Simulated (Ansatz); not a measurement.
## Electronic structure of SiC4 in real space

Input

```
crystal:
  lattice:
    - [-2.0674045426, 2.0674045426, 3.7697219586]
    - [2.0674045426, -2.0674045426, 3.7697219586]
    - [2.0674045426, 2.0674045426, -3.7697219586]
  atoms:
    - { symbol: Si, position: [0.5, 0.5, 0.0] }
    - { symbol: C, position: [0.8232279179, 0.8232279179, 0.6464558358] }
    - { symbol: C, position: [0.1767720821, 0.1767720821, 0.3535441642] }
    - { symbol: C, position: [0.8232279179, 0.1767720821, 0.0] }
    - { symbol: C, position: [0.1767720821, 0.8232279179, 0.0] }
basis:
  ecutwfc: 420
kpoints:
  mp_grid: { grid: [12, 12, 12] }
  band_path:
    path:
      - [[0.0, 0.0, 0.0], [0.0, 0.0, 0.5], [0.25, 0.25, 0.25], [0.0, 0.5, 0.0], [0.0, 0.0, 0.0], [0.5, 0.5, -0.5], [0.32519212, 0.67480788, -0.32519212]]
      - [[-0.32519212, 0.32519212, 0.32519212], [0.0, 0.0, 0.0]]
      - [[0.0, 0.0, 0.5], [-0.15038423, 0.15038423, 0.5]]
      - [[0.5, 0.5, -0.15038423], [0.5, 0.5, -0.5]]
    npoints: 14
hamiltonian:
  xc: pbe
scf:
  occupations: { method: gaussian, width: 0.1 }
  n_extra_bands: 12
output:
  forces: true
  stress: true
  eigenvalues: true
  populations: true
  dos: { projected: true, de: 0.02, nscf_kmesh: { grid: [15, 15, 15] } }
  bader: true
  write_density: true
  write_potential: true
  elf: true
  volumetric_format: npy
```

Run with:

```sh
ansatz run input.yaml --threads 1 --pin off --max-ram 2560MiB --backend cpu --events-out ev --progress --plain --runs-dir out
```

Below, planes, directions and counts refer to the conventional cell (a = 4.13 Å, b = 4.13 Å, c = 7.54 Å, α = 90.00°, β = 90.00°, γ = 90.00°).

Space group I4/mmm; a structure generated by program, which may or may not match a known phase.

Computed with Ansatz 0.2.0, DFT PBE, scalar-relativistic, plane waves, PAW.

Core electrons are frozen (PAW), and the valence fields are smoothed inside the atomic spheres.

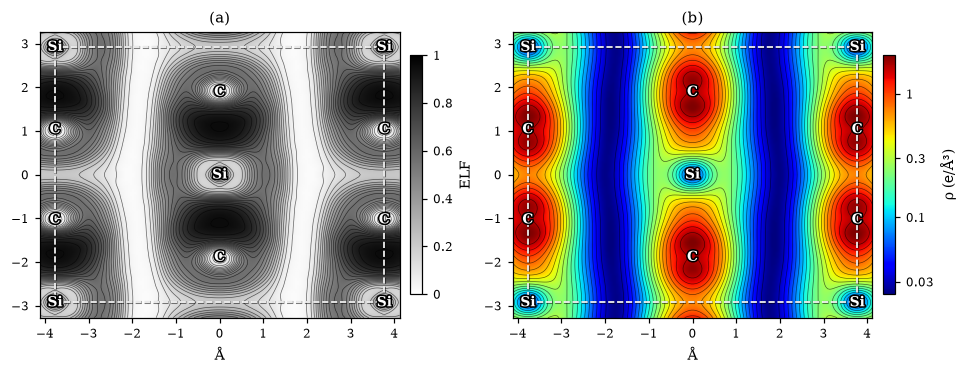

Figure 1. (a) electron localisation function; (b) valence charge density (pseudo) on the (110) plane of the conventional cell.

> Describe what can be read from this map.

- Atoms in the plane: Si and C.
- Si–C (1.89 Å): ρ is about 0.9 e/Å³ halfway; the ELF peaks at about 0.95 between the atoms.
- Between the atoms the lowest density in this plane is 0.02 e/Å³.

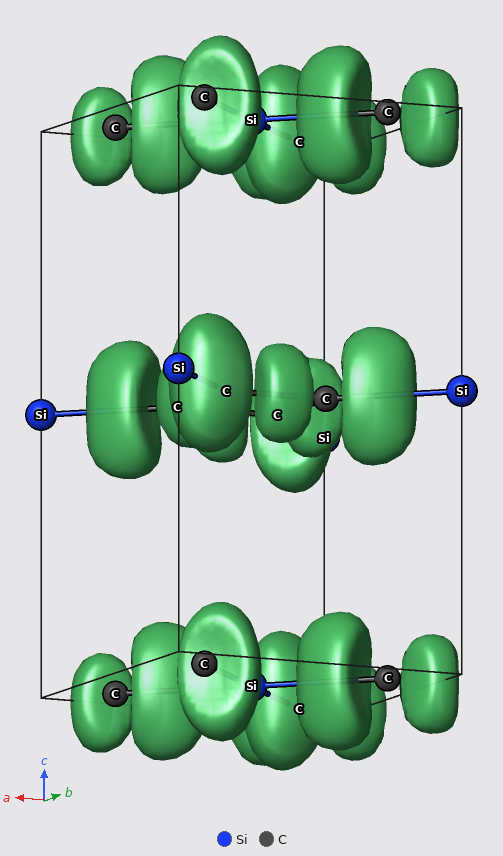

Figure 2. Isosurface of the electron localisation function at 0.75 (green), seen at an oblique angle. Only the valence region is drawn (cores and ρ < 0.01 e/Å³ removed). Sticks mark near contacts.

> What do the ELF domains correspond to?

At this value the surface marks out eight regions between bonded C–C atoms and eight regions between bonded C–Si atoms, counted in one cell of 10 atoms. Regions shared between cells count once.


C–C (1.46 Å): the ELF peaks at about 0.95 between the atoms.

> What Bader charges does the calculation give?

Electrons move from Si towards C. Bader charges: Si +2.60 and C −0.65 e.

> Metal or insulator at this level of theory?

It is gapless in this calculation (a metal or semimetal).
